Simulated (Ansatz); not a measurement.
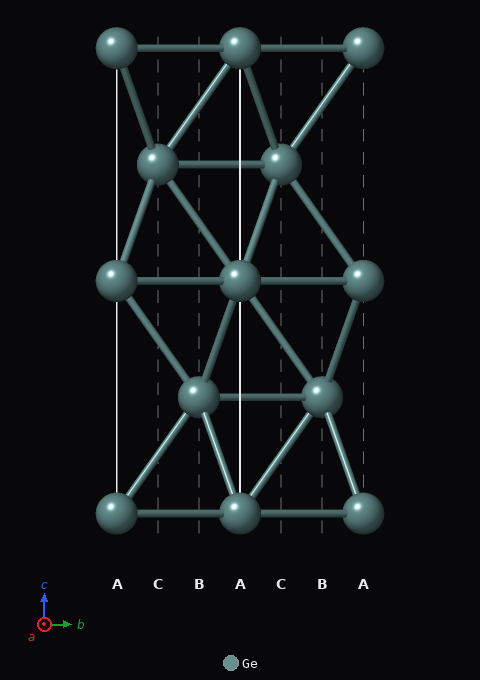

The picture looks along a close-packed row of the hexagonal mesh; c points upwards. The dashed lines mark the three columns A (0, 0), B (1/3, 2/3) and C (2/3, 1/3). The sequence starts with the first layer at or above the cell's origin.

System Ge; source of the atomic positions: the end point of a relaxation with DFT, PBE, plane waves (420 eV) with PAW, scalar-relativistic (Ansatz 0.2.0); the starting structure was generated, so it need not be a known form of this composition.

List the layers of one repeat.

Answer. Ge(A) – Ge(B) – Ge(A) – Ge(C) (four layers in 9.88 Å).

Taking all atoms as equal spheres, what packing is it?

Answer. As equal spheres, ABAC: a mixed close packing, (ch) in Jagodzinski's notation.

What short polytype symbol fits?

Answer. Polytype symbol 4H, Ramsdell's symbol (number of layers in the repeat and lattice).

Heights of the layers:

```
layer  atoms (column)  height (Å)  to next (Å)
    1           Ge(A)        0.00         2.47
    2           Ge(B)        2.47         2.47
    3           Ge(A)        4.94         2.47
    4           Ge(C)        7.41         2.47
```
